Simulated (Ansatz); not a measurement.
## Cs (space group Pbcm, No. 57): the states at the Fermi level

Input

```yaml
crystal:
  lattice:
    - [5.51925725, 0.0, 0.0]
    - [0.0, 10.0516815, 0.0]
    - [0.0, 0.0, 8.98807487]
  atoms:
    - { symbol: Cs, position: [0.73930103, 0.3947436, 0.75] }
    - { symbol: Cs, position: [0.26069897, 0.6052564, 0.25] }
    - { symbol: Cs, position: [0.73930103, 0.1052564, 0.25] }
    - { symbol: Cs, position: [0.26069897, 0.8947436, 0.75] }
basis:
  ecutwfc: 420
kpoints:
  mp_grid: { grid: [8, 4, 6] }
hamiltonian:
  xc: pbesol
scf:
  occupations: { method: gaussian, width: 0.05 }
output:
  forces: true
  eigenvalues: true
  eigenstates:
    nscf_kmesh: { grid: [18, 10, 12] }
    top_band: c6
    de_dk: true
    localisation: false
  stress: true
checkpoint:
  write: ck
  compress: false
  write_wavefunctions: false
  write_every: 100000
```

Run with:

```sh
ansatz run input.yaml --threads 1 --pin off --max-ram 3072MiB --backend cpu --events-out ev --progress --plain --runs-dir out
```

These are results of DFT PBEsol, scalar-relativistic, plane waves, PAW; levels and slopes on a dense k mesh at the converged density (Ansatz 0.2.0), not measurements. No spin polarisation. The levels come from a k mesh of 18×10×12 points. The geometry was not relaxed. The cell comes from a database of computed structures, not from a measurement.

## 1. The sheets

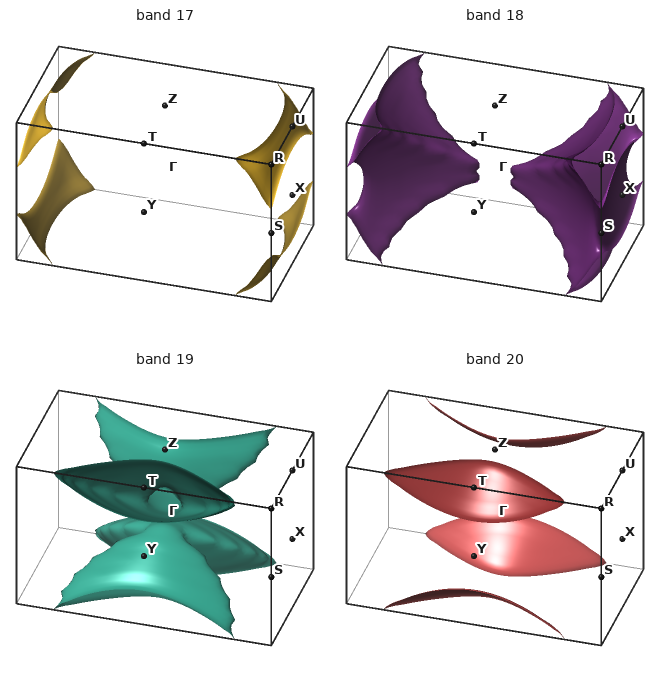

The figure shows the computed Fermi surface of this crystal. Each panel holds one band. The brighter face of a sheet looks towards empty states.

Question: Summarise the topology of this Fermi surface.

Answer: Four bands cross the Fermi level; this is a three-dimensional metal.

Band 17: one open hole tube parallel to Γ–Y.
Band 18: an open sheet between a filled part that runs through the repeated zones in all directions and an empty one that does so in two.
Band 19: one open electron tube parallel to Γ–Y.
Band 20: one electron pocket centred at T (7.3 % of the zone).
A pocket cut by a face of the zone is counted once with the part on the opposite face.
The shape of the surface of band 18 and band 19 changes its kind within 0.04 eV of this level, so small parts may appear, vanish, join or separate.

## 2. Speeds

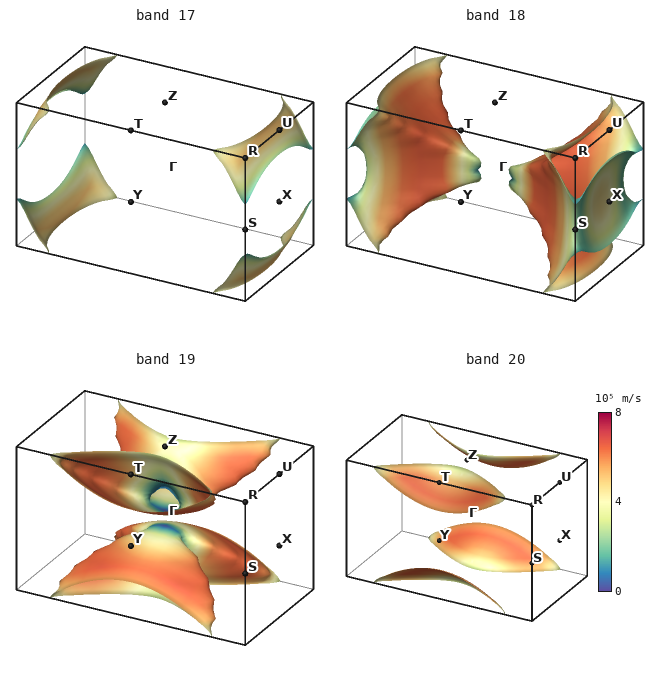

Fermi surface of this crystal, coloured by the Fermi speed.

Question: How fast are the electrons on each sheet?

Answer: Band 17: 2.0 to 5.4 × 10⁵ m/s over most of the sheet, 3.8 × 10⁵ m/s on average over states. Band 18: 1.8 to 6.5 × 10⁵ m/s over most of the sheet, 4.5 × 10⁵ m/s on average over states. Band 19: 2.4 to 6.5 × 10⁵ m/s over most of the sheet, 4.9 × 10⁵ m/s on average over states. Band 20: 3.5 to 6.5 × 10⁵ m/s over most of the sheet, 5.5 × 10⁵ m/s on average over states.

## 3. Cuts and bands

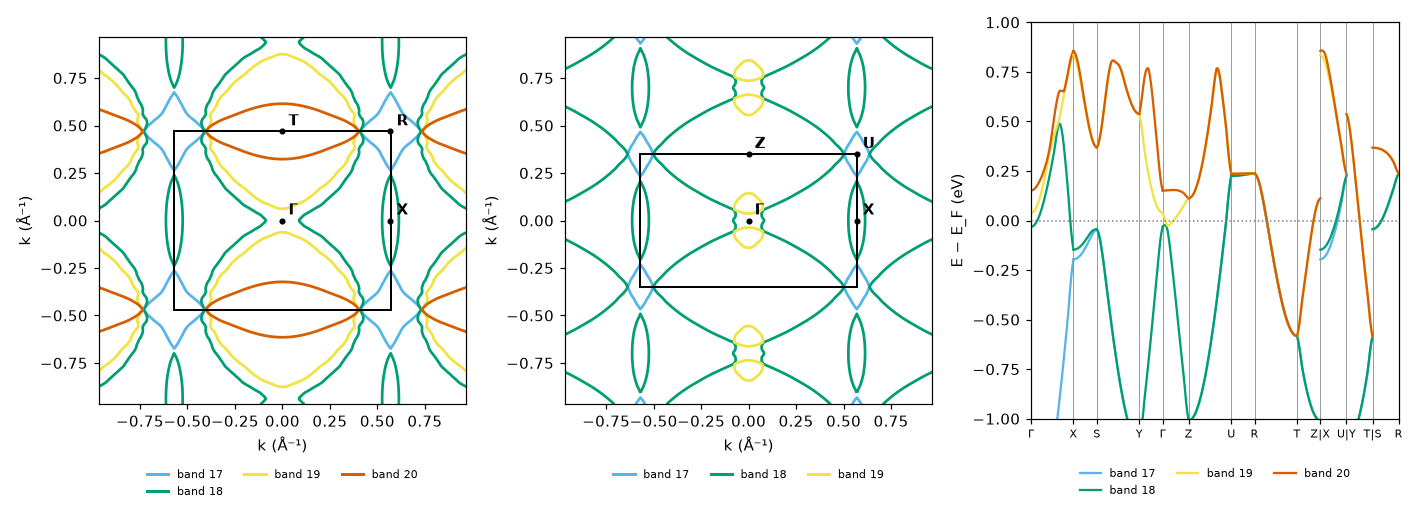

This crystal: cuts through the Fermi surface in the plane through Γ, X and T and the plane through Γ, X and Z, and the bands that cross the Fermi level.

Question: For each band, read its level at the labelled points (eV from the Fermi level).

Answer:
```
   band      Γ      X      Z      U      Y      S
band 17  below  −0.20  below  +0.23  below  −0.04
band 18  −0.03  −0.15  below  +0.23  below  −0.04
band 19  +0.04  +0.84  +0.11  +0.24  +0.54  +0.37
band 20  +0.15  +0.86  +0.11  +0.24  +0.54  +0.37
```

Negative values are filled states; "above" and "below" lie outside the plotted window.

Spin-orbit coupling is left out; with Cs it can split, shift or remove sheets. Necks and pockets thinner than about two mesh steps aren't resolved, so separate pockets may in truth be joined.

Cost: 4.3 min on 1 thread of Arm Neoverse V2, with other jobs on the host, peak memory 2.4 GiB.
